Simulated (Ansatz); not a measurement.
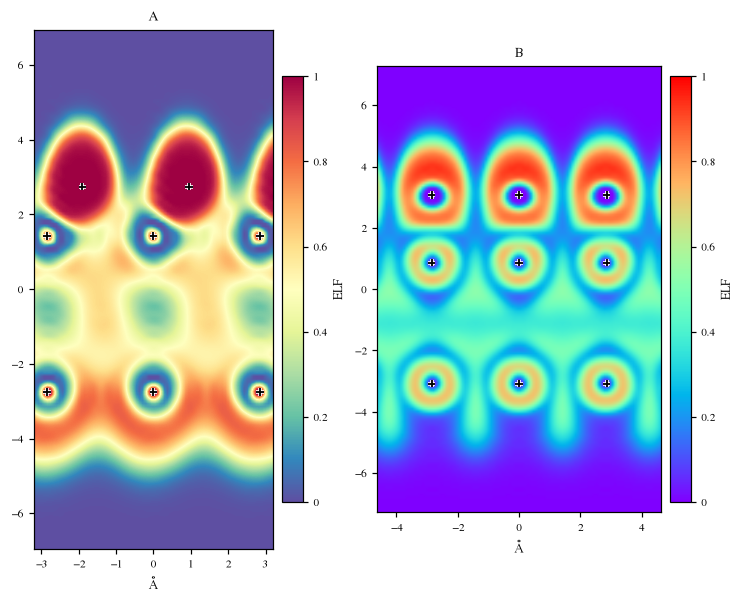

The electron localisation function of 2 systems, each on a plane through atoms (crosses mark nuclei in the plane).

Level of theory: DFT PBE, scalar-relativistic, plane waves, PAW in Ansatz 0.2.0.

System 1: W3S (slab), the (010) plane of the calculation cell, a cut from vacuum to vacuum. A point of a scan over the structure, not its minimum; PAW files of the earlier set (soft_1).

```xyz
4
Lattice="2.8547 0.0000 0.0000 0.0000 2.8547 0.0000 0.0000 0.0000 19.4446" Properties=species:S:1:pos:R:3 pbc="T T T"
W     1.4274    1.4274    4.0000
W     0.0000    0.0000    5.9718
W     1.4274    1.4274    7.9447
S     1.4274    1.4274   10.1567
```

System 2: Al3H (slab), the (100) plane of the calculation cell, a cut from vacuum to vacuum. A point of a scan over the structure, not its minimum; not relaxed (largest force 0.4 eV/Å); PAW files of the earlier set (soft_1).

Match each panel to its system.

Panel A is system 2, Al3H: the plane holds Al and H. Al–H (1.63 Å): the ELF peaks at about 1 in the valence shell of H, 0.4 Å from its nucleus, and is about 1 at the midpoint. Panel B is system 1, W3S: the plane holds W and S. W–S (2.21 Å): the ELF peaks at about 0.85 in the valence shell of S, 0.7 Å from its nucleus, and is about 0.45 at the midpoint.
